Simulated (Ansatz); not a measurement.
# Band-structure calculation of F (part 1 of 2)

The run: band-structure calculation of F (C2/m, 4 atoms in the cell). Method and program: DFT, PBE0, plane waves, PAW, no spin polarisation (Ansatz 0.2.0).

The structure derives from a Materials Project entry. The geometry comes from this level: r2scan-rvv10. Figures and captions count atoms from 1; the log counts them from 0 in places.

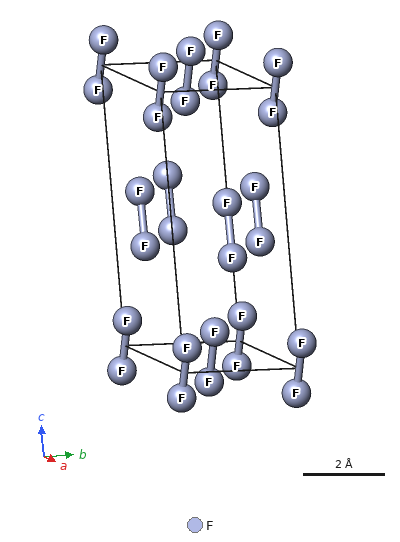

**Figure 1.** The structure as given in the input (ball-and-stick view of the cell 2 times as large as that of the calculation, set on its symmetry axes, seen slightly off an axis). Near neighbours in the crystal (not all of them lie inside the picture): F has 1 F at 1.40 Å.

**The input**
```yaml
crystal:
  lattice:
    - [2.5993453343, -1.4920843443, -0.0047001905]
    - [2.5993453343, 1.4920843443, -0.0047001905]
    - [-2.0734874216, 0.0, 6.7858936332]
  atoms:
    - { symbol: F, position: [0.5055235754, 0.5055235754, 0.4026590873] }
    - { symbol: F, position: [0.0849737859, 0.0849737859, 0.0970422311] }
    - { symbol: F, position: [0.4944764246, 0.4944764246, 0.5973409127] }
    - { symbol: F, position: [0.9150262141, 0.9150262141, 0.9029577689] }
kpoints:
  mp_grid: { grid: [6, 6, 4] }
  band_path:
    path:
      - [0.0, 0.0, 0.0]
      - [-0.3401663309, 0.3401663309, 0.0]
      - [-0.6598336691, -0.3401663309, 0.0]
      - [-0.5, -0.5, 0.0]
      - [-0.5, -0.5, 0.5]
      - [-0.6792524784, -0.3207475216, 0.5]
      - [-0.3207475216, 0.3207475216, 0.5]
      - [0.0, 0.0, 0.5]
      - [-0.5, 0.0, 0.5]
    npoints: 1
hamiltonian:
  xc: pbe0
scf:
  occupations: { method: fixed }
  n_extra_bands: 5
output:
  forces: true
  stress: true
  eigenvalues: true
  write_density: true
  write_potential: true
  elf: true
  volumetric_format: npy
```

Command:
```bash
ansatz run input.yaml --threads 2 --pin off --max-ram 2211MiB --backend cpu --events-out ev --progress --plain --runs-dir out
```

**Log**
```
Warning: output.stress: scf.convergence.dr2_threshold = 1e-7 eV (the SCF's general default) is looser than the 4e-10 eV advised for a printed stress (1e-10 eV for each atom of the cell: 4). What an SCF threshold leaves in a stress goes as its square root, and in the free energy as the threshold itself, and one threshold admits the most on a small cell: of the crystals measured, under no hybrid functional and no lock of the moments, on runs that ended without the residual-converged pass, on stresses that held no estimate of that error, the worst erred by over 100 MPa in a component at 1e-7 eV an atom and by under 5 at 1e-10. Set scf.convergence.dr2_threshold to 4e-10 eV or tighter. The threshold is an SCF's pass mark: one that does not reach it within its budget of iterations ends unconverged, or closes short of it on a stop that the run arms, and scf.convergence.dr2_threshold's page says what that costs each kind of run
Warning: output.stress: scf.exx.energy_threshold = 1e-6 eV is looser than the 4e-8 eV advised for a stress under a hybrid functional (1e-8 eV for each atom of the cell: 4). Every SCF of the exchange loop can meet its threshold on dr2 while the loop round them stops early: no threshold on dr2 bounds what that leaves in the stress. Set scf.exx.energy_threshold to 4e-8 eV or tighter. The threshold is the loop's pass mark: a loop that does not reach it within its budget of cycles ends unconverged, and scf.exx.energy_threshold's page has the law
scf.n_extra_bands = 5 over 14 filled bands (N_el = 28.0): the run solves 19 bands
Engine: ansatz 0.2.0, aarch64-unknown-linux-gnu
Pseudopotentials: kind: paw
Pseudopotential: F, paw, valence charge 7, recommended cutoff 420 eV (normal), F.paw.azcp
Functional definition: PBE0
  parameter a = 0.25
  parameter kappa = 0.804
  parameter beta = 0.06672455060314922
  exchange = (1 - a)*pbe_x(kappa = kappa, mu = beta*pi^2/3) + a*exact_x
  correlation = pbe_c(beta = beta)
davidson cushion auto → on  (no smearing: the cushion is to keep the highest requested band from converging to the state above it; pin scf.eigensolver.cushion to override)
Crystal: 4 atoms, lattice volume = 52.608 Å³
Basis set: ecut = 420 eV, 997 PW (Γ), exchange–correlation on 48×48×96 points (8 copies of the dense FFT grid, shifted against one another)
Bands: 19, of which v1, the nominal top of the filled ones, is band 14 counted from 1 (13 counted from 0)
Symmetry: 4 space group operations
Space group: C2/m (ITA 12), of the structure as read, at distance tolerance 3.7e-5 Å
k-points: 47 of 144
Non-local potential: F, projectors of the file, l = 0: 2, l = 1: 2, l = 2: 1
PAW form: soft (Blöchl's): semilocal exchange-correlation on the pseudo side does not see the compensation charge
PAW frozen core: F, regenerated for the run's functional, and the local potential with it (the file was generated under x = pbe(κ = 0.804, μ = 0.2195149727645171), c = pbe(β = 0.06672455060314922))
PAW one-centre angular grid: F, 110 points (default); XC on 64 Gauss nodes
Initial density: superposition of atomic densities (neutral atoms: chi_scale 0, normalization atom), corrected by the library's trained network
Initial wavefunctions: pseudopotential atomic-orbital guess
Functional: x = pbe(κ = 0.804, μ = 0.2195149727645171), c = pbe(β = 0.06672455060314922), warm-up for x = 0.75 pbe(κ = 0.804, μ = 0.2195149727645171) + 0.25 exact, c = pbe(β = 0.06672455060314922)
SCF iter   1: F=—  HF=-3222.299861 eV  |F-HF|=—  |Δ(HF+E_count)|=         —  Δρ=3.76e-3  dr2=2.09e-3  ethr=1.77e-3  ⟨swp⟩=9.8  Hψ=4202  notcnv=0
preconditioner: auto → none  [insulator: Δε(μ)=2.651 eV  Ē_g=18.482 eV  n_scr=10 (ndim 8)  ℏωp=27.1 eV  f_vac=0.188]
SCF iter   2: F=-3222.301923 eV  HF=-3222.301345 eV  |F-HF|=5.78e-4  |Δ(HF+E_count)|=   1.48e-3  Δρ=1.67e-3  dr2=3.19e-4  ethr=7.45e-6  ⟨swp⟩=4.2  Hψ=2650  notcnv=0  defer=7
SCF 1 stopped early in 2 iterations: F = -3222.301923 eV  dr2 = 3.19e-4
  greatest PAW one-centre occupation: 0.940 electrons in one spin orbital (limit 2), on the F atom at site 3 (counted from 0), in its partial waves of l = 0
Initial density: handed on by an earlier stage of this run
Initial wavefunctions: those handed on with the density
Functional: x = 0.75 pbe(κ = 0.804, μ = 0.2195149727645171) + 0.25 exact, c = pbe(β = 0.06672455060314922)
Frozen-core exchange: fock
SCF iter   1: F=—  HF=-3221.292110 eV  |F-HF|=—  |Δ(HF+E_count)|=         —  Δρ=9.03e-3  dr2=1.07e-2  ethr=1.14e-5  ⟨swp⟩=5.2  Hψ=3915  notcnv=0
preconditioner: auto → none  [insulator: Δε(μ)=6.623 eV  Ē_g=22.521 eV  n_scr=10 (ndim 8)  ℏωp=27.1 eV  f_vac=0.184]
SCF iter   2: F=—  HF=-3221.289207 eV  |F-HF|=—  |Δ(HF+E_count)|=   2.90e-3  Δρ=4.23e-3  dr2=3.02e-3  ethr=1.14e-5  ⟨swp⟩=3.0  Hψ=2049  notcnv=0
iter 3 solved again at ethr=1.77e-8 eV; its pass at ethr=7.30e-6 eV (dr2=4.95e-6 eV) is discarded
SCF iter   3: F=—  HF=-3221.288484 eV  |F-HF|=—  |Δ(HF+E_count)|=   7.23e-4  Δρ=1.16e-4  dr2=1.68e-3  ethr=1.77e-8  ⟨swp⟩=4.0  Hψ=5493  notcnv=0
eigensolver tolerance schedule: the retry pair's looser diagonalisation over-reported the residual by 0.46 of it (diagonalisation noise at 0.46 of the residual, at the tolerance the schedule requests for it); recorded, not acted on — ethr = c·dr2/N_el stays at c = 1.0e-1
SCF iter   4: F=—  HF=-3221.303967 eV  |F-HF|=—  |Δ(HF+E_count)|=   1.55e-2  Δρ=1.17e-3  dr2=2.58e-4  ethr=1.21e-8  ⟨swp⟩=5.0  Hψ=4113  notcnv=0
SCF iter   5: F=—  HF=-3221.303875 eV  |F-HF|=—  |Δ(HF+E_count)|=   9.26e-5  Δρ=1.95e-4  dr2=3.96e-5  ethr=1.21e-8  ⟨swp⟩=4.0  Hψ=3665  notcnv=0
SCF iter   6: F=-3221.304106 eV  HF=-3221.304109 eV  |F-HF|=2.68e-6  |Δ(HF+E_count)|=   2.34e-4  Δρ=1.87e-4  dr2=5.86e-6  ethr=1.21e-8  ⟨swp⟩=4.0  Hψ=3601  notcnv=0
SCF 2 stopped early in 6 iterations: F = -3221.304106 eV  dr2 = 5.86e-6
  Residual-converged pass: ⟨swp⟩=3.0  Hψ=1932  notcnv=0  max |occ|·‖R‖ = 6.1e-6 eV (tolerance 6.7e-6 eV)  dr2=5.87e-6  dr2_onsite=5.00e-7  max |Δocc| = 0.0e0
  greatest PAW one-centre occupation: 0.942 electrons in one spin orbital (limit 2), on the F atom at site 3 (counted from 0), in its partial waves of l = 0
hybrid outer 1: dexx = +1.729e-2 eV, tail = 8.34e-5 eV
Frozen-core exchange: fock
SCF iter   1: F=—  HF=-3221.304742 eV  |F-HF|=—  |Δ(HF+E_count)|=         —  Δρ=1.18e-4  dr2=1.59e-6  ethr=1.49e-6  ⟨swp⟩=3.0  Hψ=2237  notcnv=0
preconditioner: auto → none  [insulator: Δε(μ)=6.674 eV  Ē_g=22.528 eV  n_scr=10 (ndim 8)  ℏωp=27.1 eV  f_vac=0.208]
SCF iter   2: F=—  HF=-3221.304743 eV  |F-HF|=—  |Δ(HF+E_count)|=   1.37e-6  Δρ=3.60e-5  dr2=2.05e-7  ethr=4.98e-9  ⟨swp⟩=4.0  Hψ=2919  notcnv=0
SCF iter   3: F=—  HF=-3221.304743 eV  |F-HF|=—  |Δ(HF+E_count)|=  5.02e-10  Δρ=1.75e-5  dr2=3.94e-8  ethr=5.66e-10  ⟨swp⟩=2.9  Hψ=2043  notcnv=0
SCF iter   4: F=—  HF=-3221.304743 eV  |F-HF|=—  |Δ(HF+E_count)|=   6.14e-8  Δρ=5.46e-6  dr2=5.71e-9  ethr=1.24e-10  ⟨swp⟩=3.4  Hψ=2642  notcnv=0  defer=2
SCF iter   5: F=-3221.304743 eV  HF=-3221.304743 eV  |F-HF|=5.41e-10  |Δ(HF+E_count)|=   2.04e-9  Δρ=1.39e-6  dr2=7.21e-10  ethr=1.88e-11  ⟨swp⟩=3.1  Hψ=2659  notcnv=0
SCF 3 converged in 5 iterations: F = -3221.304743 eV  dr2 = 7.21e-10
  Residual-converged pass: ⟨swp⟩=3.0  Hψ=1983  notcnv=0  max |occ|·‖R‖ = 6.2e-7 eV (tolerance 6.3e-7 eV)  dr2=7.25e-10  dr2_onsite=3.63e-11  max |Δocc| = 0.0e0
hybrid outer 2: dexx = +1.800e-6 eV, tail = 5.81e-8 eV, Δε = 5.48e-3 eV (about 1.72e-4 eV left of the loop's levels), ΔF = 1.20e-2 eV/Å (tail 1.77e-3)
Frozen-core exchange: fock
SCF iter   1: F=—  HF=-3221.304744 eV  |F-HF|=—  |Δ(HF+E_count)|=         —  Δρ=4.74e-6  dr2=2.47e-9  ethr=1.04e-9  ⟨swp⟩=3.1  Hψ=2076  notcnv=0
SCF iter   2: F=-3221.304744 eV  HF=-3221.304744 eV  |F-HF|=6.68e-11  |Δ(HF+E_count)|=  3.75e-10  Δρ=1.19e-6  dr2=3.08e-10  ethr=6.99e-12  ⟨swp⟩=3.1  Hψ=2738  notcnv=0
SCF 4 converged in 2 iterations: F = -3221.304744 eV  dr2 = 3.08e-10
  Residual-converged pass: ⟨swp⟩=2.4  Hψ=1771  notcnv=0  max |occ|·‖R‖ = 7.8e-7 eV (tolerance 8.4e-7 eV)  dr2=3.11e-10  dr2_onsite=1.85e-11  max |Δocc| = 0.0e0
```

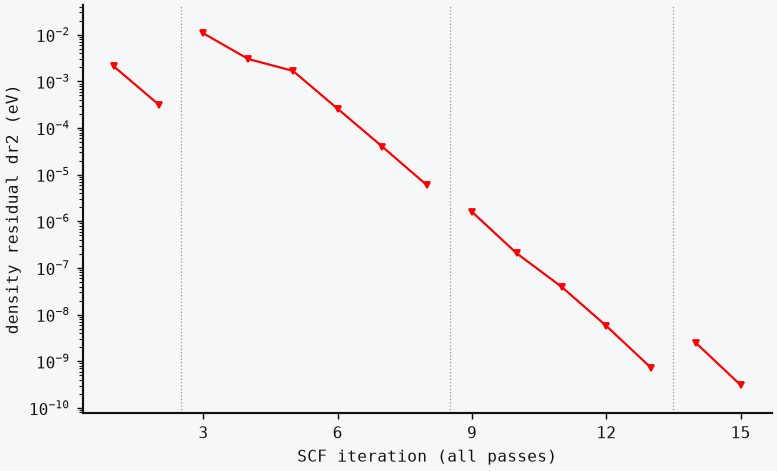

**Figure 2.** Convergence of the self-consistent field: density residual dr2 against the SCF iteration. The run starts with a semilocal functional; after that each stretch between dotted lines is one SCF of the hybrid functional between two exact rebuilds of the exchange operator by the outer loop. Early passes are stopped at a loose threshold. The passes take 2, 6, 5 and 2 iterations.

```
hybrid outer 3: dexx = +1.374e-9 eV, tail = 6.84e-10 eV, Δε = 1.13e-4 eV (about 1.67e-5 eV left of the loop's levels), ΔF = 1.38e-5 eV/Å (tail 2.30e-4)
NSCF: frozen V_eff on 9 k-points
hybrid SCF converged: 3 outer / 13 inner (+2 warm-up), last move |dexx| = 1.37e-9 eV, tail = 6.84e-10 eV
Stability not checked: this state was not tested for a lower state beside it, because the functional holds exact exchange (a hybrid, or Hartree-Fock), whose exchange loop this test does not read (fock_operator; see scf.lower_state_search)
Free energy (F): -3221.304744 eV
Frozen-core exchange: fock
Harris-Foulkes:  -3221.304744 eV  (|F-HF|=6.68e-11)
Internal energy: -3221.304744 eV  (E = F + TS)
E sigma→0 (E₀):  -3221.304744 eV
Fermi energy:    -4.523203 eV
--- Per-component energies (eV) ---
  E_band       = -372.707407
  E_kinetic    = 815.217420
  E_local      = -2608.881842  (includes V_loc(G=0)·N_el)
  E_nonlocal   = 288.704964
  E_hartree    = 935.804579
  E_xc         = -241.534357
  E_vxc        = -309.268148  (∫ρ·V_xc dr)
  E_exx        = -114.832670  (= α·E_x^exact, valence–valence)
  E_paw        = -753.313891  (= ΣΔE_a)
  E_vpaw       = -200.432361  (= ΣTr[D̂ρ^β])
  E_aug_tail   = 0.008354  (compensation charges beyond the density's cutoff)
  E_ewald      = -1542.362817
  E_core_change = -0.114485  (= ΣΔE_core)
  E_smearing   = -0.000000  (= −TS)
  E_closure    = 0.000000  (closes the sum)
  Σ components = -3221.304744   (vs F -3221.304744, Δ=0.00e0)
--- Forces (eV/Å), atoms counted from 1 ---
  atom   1  F     -0.31099092    -0.00000000     0.91552365
  atom   2  F     -0.34772650     0.00000000    -0.92686581
  atom   3  F      0.31099092     0.00000000    -0.91552365
  atom   4  F      0.34772650    -0.00000000     0.92686581
  max |Σ_I F_I| component: 0.00e0 eV/Å
--- Stress (GPa, compression-positive) ---
        1.960543       0.000000       0.039993
        0.000000       2.636071       0.000000
        0.039992       0.000000      -4.347335
  P = ⅓ Tr σ = 0.0831 GPa (0.831 kbar)
--- Band table (eV; the first three rows and the last of 47) ---
  k-point 0: bands = ["-31.4388", "-31.2499", "-24.7619", "-24.2179", "-10.9398", "-9.6898", "-8.0821", "-8.0772", "-8.0060", "-7.9741", "-4.9441", "-4.7613", "-4.7189", "-4.5804", "2.1505", "3.7503", "8.6167", "10.8814", "12.4406"]
  k-point 1: bands = ["-31.4151", "-31.2760", "-24.6838", "-24.2986", "-10.7723", "-9.8959", "-8.0654", "-8.0575", "-7.9958", "-7.9869", "-4.9281", "-4.7949", "-4.6989", "-4.5998", "2.3725", "3.4924", "8.9007", "10.3766", "13.1547"]
  k-point 2: bands = ["-31.3744", "-31.3191", "-24.5083", "-24.4767", "-10.3662", "-10.3372", "-8.0468", "-8.0277", "-8.0062", "-7.9946", "-4.8846", "-4.8557", "-4.6601", "-4.6376", "2.9007", "2.9318", "9.5653", "9.5926", "14.5912"]
  k-point 46: bands = ["-31.1595", "-31.1009", "-24.4172", "-24.3921", "-10.4487", "-10.4442", "-9.2055", "-9.1975", "-8.3724", "-8.3364", "-5.3012", "-5.2393", "-4.7396", "-4.7105", "3.0692", "3.0857", "13.5112", "13.7971", "15.4529"]
```
